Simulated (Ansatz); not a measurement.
## Electronic structure of CoSi₂ in real space

Input file:

```
crystal:
  lattice:
    - [0.0, 2.6562539721, 2.6562539721]
    - [2.6562539721, 0.0, 2.6562539721]
    - [2.6562539721, 2.6562539721, 0.0]
  atoms:
    - { symbol: Co, position: [-0.0265090973, 0.0122944167, -0.0208634057] }
    - { symbol: Si, position: [0.2632545486, 0.2438527917, 0.2604317028] }
    - { symbol: Si, position: [0.7632545486, 0.7438527917, 0.7604317028] }
basis:
  ecutwfc: 420
kpoints:
  mp_grid: { grid: [12, 12, 12] }
hamiltonian:
  xc: pbesol
scf:
  occupations: { method: gaussian, width: 0.15 }
output:
  forces: true
  stress: true
  eigenvalues: true
  write_density: true
  write_potential: true
  elf: true
  volumetric_format: npy
relax:
  adjacent_minimum: "off"
  f_tol: 0.01
  max_steps: 80
  cell: { stress_tol: 0.1 }
```

Command:

```sh
ansatz run input.yaml --threads 1 --pin off --max-ram 2560MiB --backend cpu --events-out ev --progress --plain --runs-dir out
```

Below, planes, directions and counts refer to the conventional cell (a = 5.31 Å, b = 5.31 Å, c = 5.31 Å, α = 90.00°, β = 90.00°, γ = 90.00°).

The fields are those of the run's last geometry, not of the input's.

Space group Fm-3m; changed on purpose from its base cell (all Si atoms moved 0.2 A in one direction; relaxed back); computed without spin polarisation.

Computed with DFT PBEsol, scalar-relativistic, plane waves, PAW in Ansatz 0.2.0.

Core electrons are frozen (PAW), and the valence fields are smoothed inside the atomic spheres.

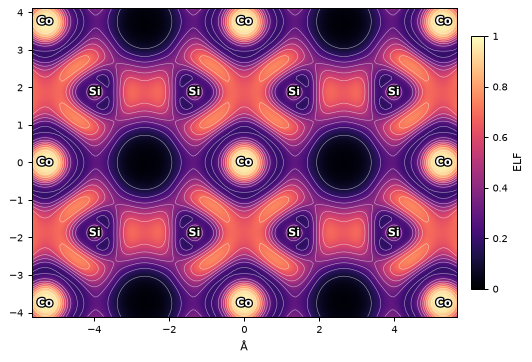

Figure 1. Electron localisation function on the (011) plane of the conventional cell.

### Read the bonding off the picture.

- The section cuts through Co and Si sites.
- Co–Si (2.30 Å): the ELF peaks at about 0.75 in the valence shell of Si, 0.9 Å from its nucleus, and is about 0.50 at the midpoint.
- The features right at Co lie inside the PAW spheres, where the map follows smoothed inner orbitals and isn't to be read closely.

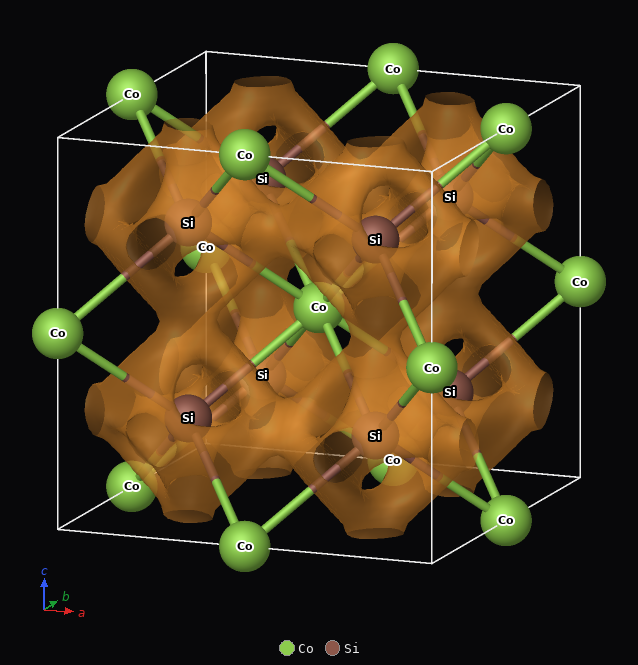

Figure 2. Isosurface of the ELF at 0.6 (orange), seen slightly off an axis. Core shells and regions of very low density are left out. Sticks mark near contacts.

### What do the ELF domains correspond to?

At this value the surface marks out one network that runs through the whole crystal, counted in one cell of 12 atoms. Any copies at cell faces, edges or corners count once.

### Does the calculation make it a metal, or give it a gap?

It is metallic or semimetallic at this level of theory: no gap opens.
